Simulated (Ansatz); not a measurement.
## Geometry relaxation, with input and output: Au

Au (1 atom in the cell), computed with DFT PBEsol, scalar-relativistic, plane waves, PAW, no spin polarisation (Ansatz 0.2.0).

The structure derives from a Materials Project entry. It belongs to a series of runs on one base structure; here: relaxed at 25 GPa.

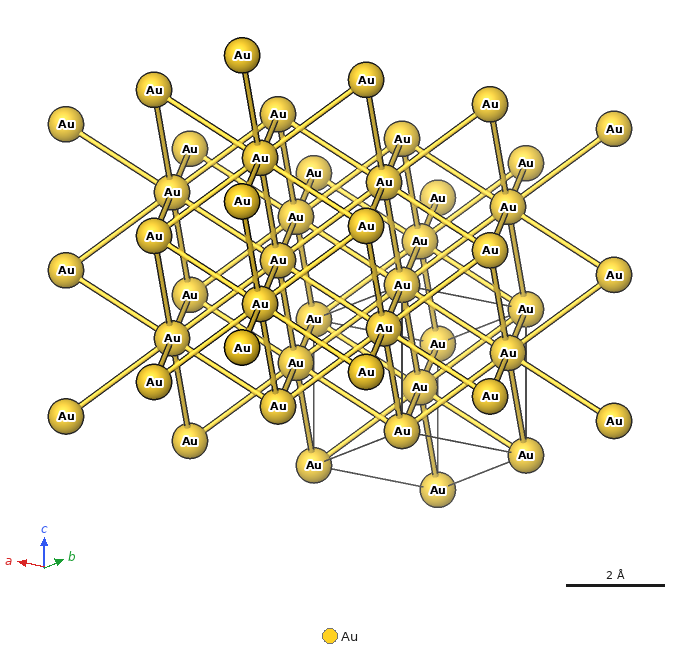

Figure 1. The starting structure (ball-and-stick view of the cell 2 times as large as that of the calculation, set on its symmetry axes, repeated 3 × 2 × 2, seen at an oblique angle). An atom can appear more than once, as a periodic image.

### Input file
```yaml
crystal:
  lattice:
    - [-1.5620923305, 1.5620923305, 1.5620923305]
    - [1.5620923305, -1.5620923305, 1.5620923305]
    - [1.5620923305, 1.5620923305, -1.5620923305]
  atoms:
    - { symbol: Au, position: [0.0, 0.0, 0.0] }
basis:
  ecutwfc: 420
kpoints:
  mp_grid: { grid: [18, 18, 18] }
hamiltonian:
  xc: pbesol
scf:
  occupations: { method: gaussian, width: 0.1 }
output:
  forces: true
  stress: true
  eigenvalues: true
  write_density: true
  write_potential: true
  elf: true
  volumetric_format: npy
relax:
  adjacent_minimum: "off"
  f_tol: 0.008
  max_steps: 50
  cell: { stress_tol: 0.08, p_target: 25.0 }
```

Machine: 1 thread of AMD EPYC (Zen 5), 32 GiB of memory available, shared host.

Launched with:
```bash
ansatz run input.yaml --threads 1 --pin off --max-ram 2560MiB --backend cpu --events-out ev --progress --plain --runs-dir out
```

### What the program printed
```
Engine: ansatz 0.2.0, x86_64-unknown-linux-gnu
Pseudopotentials: kind: paw
Pseudopotential: Au, paw, valence charge 19, recommended cutoff 420 eV (normal), Au.paw.azcp
Functional definition: PBEsol
  exchange = pbesol_x
  correlation = pbesol_c
Crystal: 1 atoms, lattice volume = 15.247 Å³
Basis set: ecut = 420 eV, 321 PW (Γ), exchange–correlation on 40×40×40 points (8 copies of the dense FFT grid, shifted against one another)
Bands: 14, of which v1, the nominal top of the filled ones, is band 10 counted from 1 (9 counted from 0)
Symmetry: 48 space group operations
Space group: Im-3m (ITA 229), of the structure as read, at distance tolerance 2.5e-5 Å
k-points: 195 of 5832
Non-local potential: Au, projectors of the file, l = 0: 3, l = 1: 2, l = 2: 2, l = 3: 1
PAW form: soft (Blöchl's): semilocal exchange-correlation on the pseudo side does not see the compensation charge
PAW frozen core: Au, regenerated for the run's functional, and the local potential with it (the file was generated under x = pbe(κ = 0.804, μ = 0.2195149727645171), c = pbe(β = 0.06672455060314922))
PAW one-centre angular grid: Au, 590 points (default); XC on 64 Gauss nodes
Initial density: superposition of atomic densities (neutral atoms: chi_scale 0, normalization atom), corrected by the library's trained network
Initial wavefunctions: pseudopotential atomic-orbital guess
Functional: x = pbesol(κ = 0.804, μ = 0.12345679012345678), c = pbesol(β = 0.046)
SCF iter   1: F=—  HF=-13006.950859 eV  |F-HF|=—  |Δ(HF+E_count)|=         —  Δρ=7.01e-3  dr2=6.46e-3  ethr=1.77e-3  ⟨swp⟩=4.6  Hψ=13780  notcnv=0
preconditioner: auto → none  [metal: Δε(μ)=0.057 eV  Ē_g=17.382 eV  σ=0.100 eV  W_gap=0.31  n_scr=0 (ndim 8)  ℏωp=31.5 eV  f_vac=0.000  D(μ)=0.13/eV (n_scr^D=0)]
SCF iter   2: F=—  HF=-13006.948914 eV  |F-HF|=—  |Δ(HF+E_count)|=   1.94e-3  Δρ=2.01e-3  dr2=2.45e-4  ethr=3.40e-5  ⟨swp⟩=2.4  Hψ=5143  notcnv=0
SCF iter   3: F=—  HF=-13006.948851 eV  |F-HF|=—  |Δ(HF+E_count)|=   6.36e-5  Δρ=8.97e-4  dr2=2.59e-5  ethr=1.29e-6  ⟨swp⟩=2.5  Hψ=4157  notcnv=0
SCF iter   4: F=—  HF=-13006.948856 eV  |F-HF|=—  |Δ(HF+E_count)|=   5.50e-6  Δρ=7.90e-5  dr2=1.50e-7  ethr=1.36e-7  ⟨swp⟩=3.0  Hψ=4389  notcnv=0
iter 5 did not close the SCF: its close was put off for the readings that it lacked (scf_convergence_deferred on its scf_iter line)
SCF iter   5: F=-13006.948857 eV  HF=-13006.948857 eV  |F-HF|=7.60e-10  |Δ(HF+E_count)|=   3.28e-7  Δρ=1.22e-5  dr2=4.35e-9  ethr=7.88e-10  ⟨swp⟩=2.5  Hψ=3695  notcnv=0
SCF iter   6: F=-13006.948857 eV  HF=-13006.948857 eV  |F-HF|=4.00e-11  |Δ(HF+E_count)|=  3.84e-10  Δρ=1.71e-6  dr2=7.31e-11  ethr=2.29e-11  ⟨swp⟩=6.2  Hψ=13503  notcnv=0
SCF 1 converged in 6 iterations: F = -13006.948857 eV  dr2 = 7.31e-11
  greatest PAW one-centre occupation: 1.001 electrons in one spin orbital (limit 2), on the Au atom at site 0 (counted from 0), in its partial waves of l = 0
relax step   1: F+E_penalty+E_count = -13006.94885650 eV  Δ(F+E_penalty+E_count) = +0.000e0 eV  max|allowed force component| = 0.000e0 eV/Å  Δτ_max = 0.0000 Å  P = +26.685 GPa  Ω = 15.247 Å³  (6 SCF iters, dr2 threshold 1.00e-7 eV, accepted)
Crystal: 1 atoms, lattice volume = 15.506 Å³
Initial density: handed on by an earlier stage of this run
Initial wavefunctions: those handed on with the density
iter 1 solved again at ethr=5.97e-7 eV; its pass at ethr=3.10e-3 eV (dr2=1.14e-4 eV) is discarded
SCF iter   1: F=—  HF=-13006.987711 eV  |F-HF|=—  |Δ(HF+E_count)|=         —  Δρ=1.07e-3  dr2=1.33e-4  ethr=5.97e-7  ⟨swp⟩=1.9  Hψ=18611  notcnv=0
preconditioner: auto → none  [metal: Δε(μ)=0.088 eV  Ē_g=17.238 eV  σ=0.100 eV  W_gap=0.47  n_scr=0 (ndim 8)  ℏωp=31.3 eV  f_vac=0.000  D(μ)=0.10/eV (n_scr^D=0)]
SCF iter   2: F=—  HF=-13006.987680 eV  |F-HF|=—  |Δ(HF+E_count)|=   3.07e-5  Δρ=4.88e-4  dr2=1.25e-5  ethr=5.97e-7  ⟨swp⟩=2.1  Hψ=3641  notcnv=0
SCF iter   3: F=—  HF=-13006.987677 eV  |F-HF|=—  |Δ(HF+E_count)|=   3.57e-6  Δρ=1.82e-4  dr2=2.20e-6  ethr=6.57e-8  ⟨swp⟩=2.1  Hψ=4634  notcnv=0
SCF iter   4: F=-13006.987677 eV  HF=-13006.987677 eV  |F-HF|=6.40e-9  |Δ(HF+E_count)|=   1.77e-7  Δρ=1.64e-5  dr2=1.04e-8  ethr=5.26e-10  ⟨swp⟩=5.9  Hψ=14705  notcnv=0
SCF 2 converged in 4 iterations: F = -13006.987677 eV  dr2 = 1.04e-8
relax step   2: F+E_penalty+E_count = -13006.98767663 eV  Δ(F+E_penalty+E_count) = -3.882e-2 eV  max|allowed force component| = 0.000e0 eV/Å  Δτ_max = 0.0000 Å  P = +21.611 GPa  Ω = 15.506 Å³  energy of the carried Pulay correction = -1.012e-4 eV  (4 SCF iters, dr2 threshold 1.00e-7 eV, rejected (line search))
Crystal: 1 atoms, lattice volume = 15.332 Å³
iter 1 solved again at ethr=2.34e-7 eV; its pass at ethr=3.10e-3 eV (dr2=4.44e-5 eV) is discarded
SCF iter   1: F=—  HF=-13006.962532 eV  |F-HF|=—  |Δ(HF+E_count)|=         —  Δρ=7.23e-4  dr2=6.04e-5  ethr=2.34e-7  ⟨swp⟩=2.1  Hψ=18069  notcnv=0
preconditioner: auto → none  [metal: Δε(μ)=0.080 eV  Ē_g=17.356 eV  σ=0.100 eV  W_gap=0.43  n_scr=0 (ndim 8)  ℏωp=31.5 eV  f_vac=0.000  D(μ)=0.11/eV (n_scr^D=0)]
SCF iter   2: F=—  HF=-13006.962521 eV  |F-HF|=—  |Δ(HF+E_count)|=   1.13e-5  Δρ=3.25e-4  dr2=5.46e-6  ethr=2.34e-7  ⟨swp⟩=2.0  Hψ=3734  notcnv=0
SCF iter   3: F=—  HF=-13006.962512 eV  |F-HF|=—  |Δ(HF+E_count)|=   8.69e-6  Δρ=1.20e-4  dr2=9.63e-7  ethr=2.87e-8  ⟨swp⟩=2.2  Hψ=4633  notcnv=0
SCF iter   4: F=—  HF=-13006.962511 eV  |F-HF|=—  |Δ(HF+E_count)|=   1.30e-6  Δρ=1.06e-5  dr2=3.93e-9  ethr=5.07e-9  ⟨swp⟩=2.1  Hψ=3838  notcnv=0
SCF iter   5: F=—  HF=-13006.962511 eV  |F-HF|=—  |Δ(HF+E_count)|=   3.60e-9  Δρ=5.95e-7  dr2=4.16e-11  ethr=2.07e-11  ⟨swp⟩=2.1  Hψ=3420  notcnv=0
SCF iter   6: F=-13006.962511 eV  HF=-13006.962511 eV  |F-HF|=7.28e-12  |Δ(HF+E_count)|=  7.28e-12  Δρ=4.96e-8  dr2=2.44e-13  ethr=1.00e-12  ⟨swp⟩=5.0  Hψ=10055  notcnv=0
SCF 3 converged in 6 iterations: F = -13006.962511 eV  dr2 = 2.44e-13
relax step   3: F+E_penalty+E_count = -13006.96251073 eV  Δ(F+E_penalty+E_count) = -1.365e-2 eV  max|allowed force component| = 0.000e0 eV/Å  Δτ_max = 0.0000 Å  P = +24.963 GPa  Ω = 15.332 Å³  energy of the carried Pulay correction = -3.340e-5 eV  (6 SCF iters, accepted)
Initial wavefunctions: pseudopotential atomic-orbital guess (no wavefunctions were taken with the density)
iter 1 solved again at ethr=8.98e-9 eV; its pass at ethr=3.10e-3 eV (dr2=1.71e-6 eV) is discarded
SCF iter   1: F=—  HF=-13006.962545 eV  |F-HF|=—  |Δ(HF+E_count)|=         —  Δρ=1.46e-5  dr2=5.64e-9  ethr=8.98e-9  ⟨swp⟩=3.0  Hψ=21465  notcnv=0
preconditioner: auto → none  [metal: Δε(μ)=0.082 eV  Ē_g=17.359 eV  σ=0.100 eV  W_gap=0.44  n_scr=0 (ndim 8)  ℏωp=31.5 eV  f_vac=0.000  D(μ)=0.11/eV (n_scr^D=0)]
SCF iter   2: F=—  HF=-13006.962545 eV  |F-HF|=—  |Δ(HF+E_count)|=   1.78e-7  Δρ=6.72e-6  dr2=1.11e-9  ethr=2.97e-11  ⟨swp⟩=2.2  Hψ=4508  notcnv=0
SCF iter   3: F=—  HF=-13006.962545 eV  |F-HF|=—  |Δ(HF+E_count)|=  4.17e-10  Δρ=1.64e-6  dr2=1.94e-10  ethr=5.83e-12  ⟨swp⟩=2.4  Hψ=4307  notcnv=0
SCF iter   4: F=-13006.962545 eV  HF=-13006.962545 eV  |F-HF|=7.28e-12  |Δ(HF+E_count)|=  9.09e-12  Δρ=3.25e-7  dr2=3.35e-12  ethr=1.00e-12  ⟨swp⟩=3.6  Hψ=11413  notcnv=0
SCF 4 converged in 4 iterations: F = -13006.962545 eV  dr2 = 3.35e-12
relax step   4: F+E_penalty+E_count = -13006.96254527 eV  Δ(F+E_penalty+E_count) = -3.453e-5 eV  max|allowed force component| = 0.000e0 eV/Å  Δτ_max = 0.0000 Å  P = +24.960 GPa  Ω = 15.332 Å³  stress off target by 3.96e-2 GPa  SCF on the basis re-selected at this cell (its energy is not comparable with the rows above)  (4 SCF iters)
```

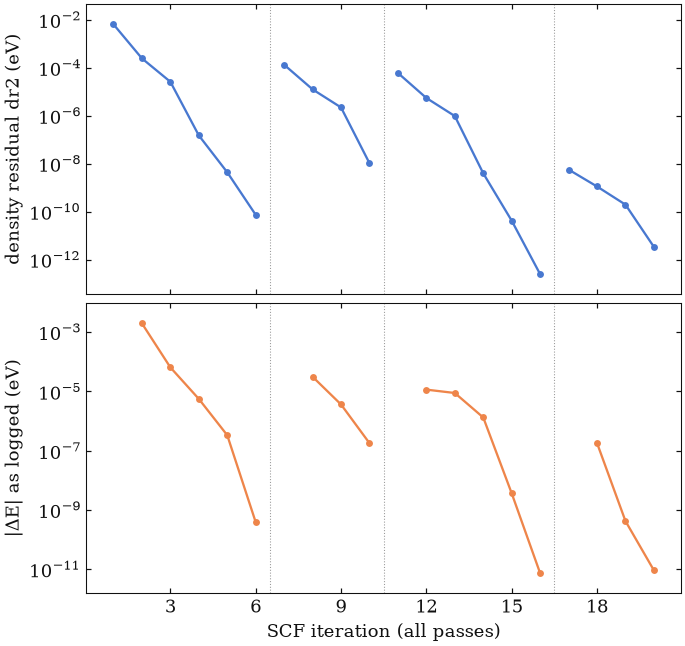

Figure 2. Convergence of the self-consistent field: density residual dr2 and size of the energy change against the SCF iteration. The dotted lines part the SCF passes of the relaxation: geometry steps, rejected trials and re-solves on a re-selected basis. The passes take 6, 4, 6 and 4 iterations.

```
basis re-selected at this cell: Δ(F+E_penalty+E_count) = -3.453e-5 eV, ΔP = -0.002 GPa vs the last step (what re-selecting the basis moved, of the pressure what is left beyond the Pulay correction that the steps carried, after the strain that the cell walked since its last selection, with what the two solves' SCF thresholds leave and, on support functions, any second-order correction that the steps lacked; it is no measure of the basis error at this ecutwfc). This SCF's stress stands 3.96e-2 GPa from its target on what of the cell is left free (relax.cell.stress_tol is 8.00e-2 GPa) and its largest allowed force component is 0.00e0 eV/Å (relax.f_tol is 8.00e-3 eV/Å): within both
SCF converged after 4 iterations
Free energy (F): -13006.962545 eV
Harris-Foulkes:  -13006.962545 eV  (|F-HF|=7.28e-12)
Internal energy: -13006.962002 eV  (E = F + TS)
E sigma→0 (E₀):  -13006.962274 eV
Entropy (-TS):   -0.000543 eV (-0.543 meV/atom)
Fermi energy:    23.576934 eV
--- Per-component energies (eV) ---
  E_band       = -161.106391
  E_kinetic    = 607.712949
  E_local      = -1546.926986  (includes V_loc(G=0)·N_el)
  E_nonlocal   = 77.297694
  E_hartree    = 670.464967
  E_xc         = -228.081082
  E_vxc        = -276.613151  (∫ρ·V_xc dr)
  E_paw        = -9565.715673  (= ΣΔE_a)
  E_vpaw       = -363.508202  (= ΣTr[D̂ρ^β])
  E_aug_tail   = 0.001338  (compensation charges beyond the density's cutoff)
  E_ewald      = -3022.024689
  E_core_change = 0.309479  (= ΣΔE_core)
  E_smearing   = -0.000543  (= −TS)
  E_closure    = -0.000000  (closes the sum)
  Σ components = -13006.962545   (vs F -13006.962545, Δ=0.00e0)
--- Forces (eV/Å), atoms counted from 1 ---
  atom   1  Au     0.00000000     0.00000000     0.00000000
  max |Σ_I F_I| component: 1.44e-31 eV/Å
--- Stress (GPa, compression-positive) ---
       24.960399       0.000000      -0.000000
        0.000000      24.960399       0.000000
        0.000000       0.000000      24.960399
  P = ⅓ Tr σ = 24.9604 GPa (249.604 kbar)
--- Band table (eV; the first three rows and the last of 195) ---
  k-point 0: bands = ["-82.3740", "-33.6274", "-33.6274", "-33.6274", "12.4513", "18.0450", "18.0450", "18.0450", "20.3600", "20.3600", "39.8993", "39.8993", "39.8993", "49.6045"]
  k-point 1: bands = ["-82.3733", "-33.6380", "-33.6311", "-33.6273", "12.5779", "17.9997", "18.0474", "18.1409", "20.3027", "20.3632", "39.9497", "39.9599", "40.0737", "47.6836"]
  k-point 2: bands = ["-82.3713", "-33.6683", "-33.6419", "-33.6270", "12.9472", "17.8718", "18.0491", "18.4241", "20.1637", "20.3741", "39.9693", "40.0083", "40.5839", "46.1061"]
  k-point 194: bands = ["-82.3321", "-33.8870", "-33.8870", "-33.8870", "15.6452", "15.6452", "21.7878", "21.7878", "21.7878", "29.9109", "29.9109", "29.9109", "34.6390", "40.7492"]
--- Relaxed structure (3 steps of the walk, 2 accepted, 1 SCFs on fresh bases) ---
  F+E_penalty+E_count = -13006.96254527 eV   max|allowed force component| = 0.000e0 eV/Å   (the final SCF, on the basis selected at the relaxed cell)
  cell:  # Å, volume = 15.3318 Å³
    - [-1.5649876618307759, 1.5649876618307759, 1.5649876618307759]
    - [1.5649876618307759, -1.5649876618307759, 1.5649876618307759]
    - [1.5649876618307759, 1.5649876618307759, -1.5649876618307759]
  atoms:
    - { symbol: Au, position: [0.0, 0.0, 0.0] }
```

### Trajectory as extended XYZ (Å, eV, eV/Å), 4 frames, from step=1 to step=4
```
1
Lattice="-1.5621 1.5621 1.5621 1.5621 -1.5621 1.5621 1.5621 1.5621 -1.5621" Properties=species:S:1:pos:R:3:forces:R:3 step=1 energy=-13006.94886 pressure_GPa=26.68
Au    0.0000    0.0000    0.0000    0.0000   0.0000   0.0000
1
Lattice="-1.5709 1.5709 1.5709 1.5709 -1.5709 1.5709 1.5709 1.5709 -1.5709" Properties=species:S:1:pos:R:3:forces:R:3 step=2 energy=-13006.98768 pressure_GPa=21.61 accepted=F
Au    0.0000    0.0000    0.0000    0.0000   0.0000   0.0000
1
Lattice="-1.5650 1.5650 1.5650 1.5650 -1.5650 1.5650 1.5650 1.5650 -1.5650" Properties=species:S:1:pos:R:3:forces:R:3 step=3 energy=-13006.96251 pressure_GPa=24.96
Au    0.0000    0.0000    0.0000    0.0000   0.0000   0.0000
1
Lattice="-1.5650 1.5650 1.5650 1.5650 -1.5650 1.5650 1.5650 1.5650 -1.5650" Properties=species:S:1:pos:R:3:forces:R:3 step=4 energy=-13006.96255 pressure_GPa=24.96
Au    0.0000    0.0000    0.0000    0.0000   0.0000   0.0000
```

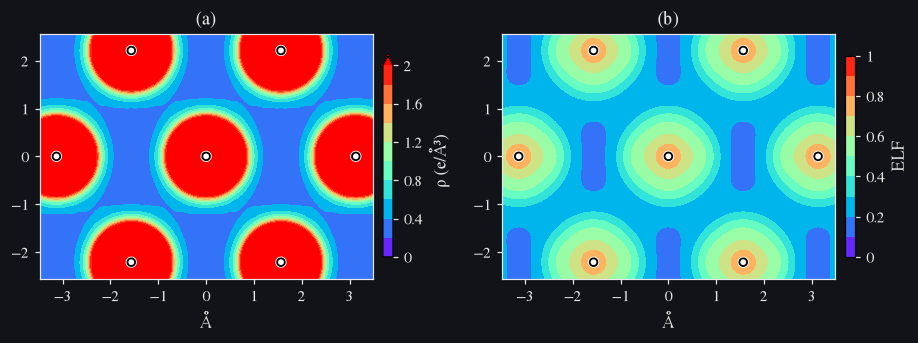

Figure 3. (a) valence charge density (pseudo); (b) ELF on the (101) plane of the conventional cell. Circles mark the nuclei in the plane (Au). The section cuts through Au sites. Au–Au (2.71 Å): the density is about 0.38 e/Å³ at the midpoint; the ELF is about 0.25 at the midpoint; no shared electron pair. Away from the nuclei the density in this plane falls to 0.2 e/Å³ at its lowest. The strong features right at Au lie inside the PAW spheres (semicore, d or f shells) and say nothing about bonding. Core electrons are frozen (PAW), so the fields are smoothed inside the atomic spheres.

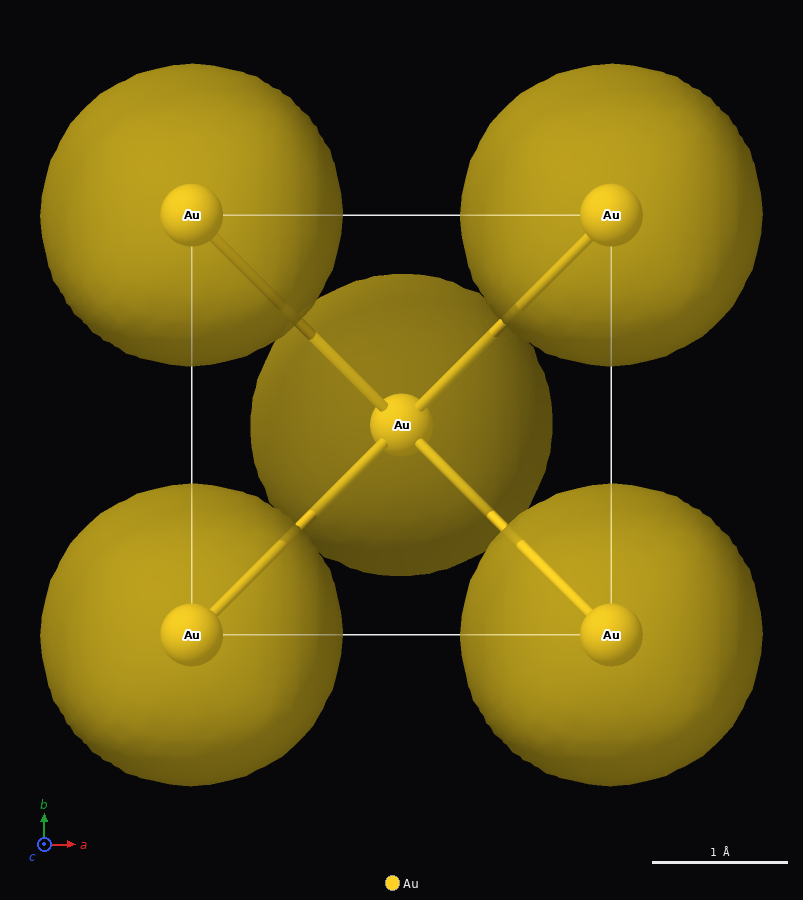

Figure 4. Isosurface of the valence electron density at 0.5 e/Å³ (yellow), seen along the c axis. Sticks mark near contacts. The outline is the cell set on symmetry axes. At this value the density breaks into separate islands; it holds about 85 % of the electrons treated as valence (semicore included). It is pinched off along the Au–Au (2.71 Å) contacts. On the grid the lowest density along these lines, outside the cores, is 0.39 e/Å³ (Au–Au, 2.71 Å).

### Results in brief

```json
{"quantity": "outcome", "value": "converged"}
{"quantity": "space group (tolerance 0.01 Å)", "value": "Im-3m (229)"}
{"quantity": "electrons treated", "value": "19"}
{"quantity": "free energy", "value": "−13006.9625 eV"}
{"quantity": "Fermi energy", "value": "23.577 eV"}
{"quantity": "gap on the k-point mesh", "value": "none (metallic)"}
{"quantity": "pressure", "value": "24.96 GPa"}
{"quantity": "final volume", "value": "15.33 Å³"}
{"quantity": "largest force (length of the vector) at the end", "value": "under 0.001 eV/Å"}
{"quantity": "final cell", "value": "a = 2.711 Å, b = 2.711 Å, c = 2.711 Å, α = 109.47°, β = 109.47°, γ = 109.47°"}
{"quantity": "wall time", "value": "4.5 s"}
{"quantity": "peak memory", "value": "0.39 GiB"}
```

Spin–orbit coupling is left out, which matters for Au. The cell was relaxed to the target pressure of the input; what is minimised is then the enthalpy E + pV.
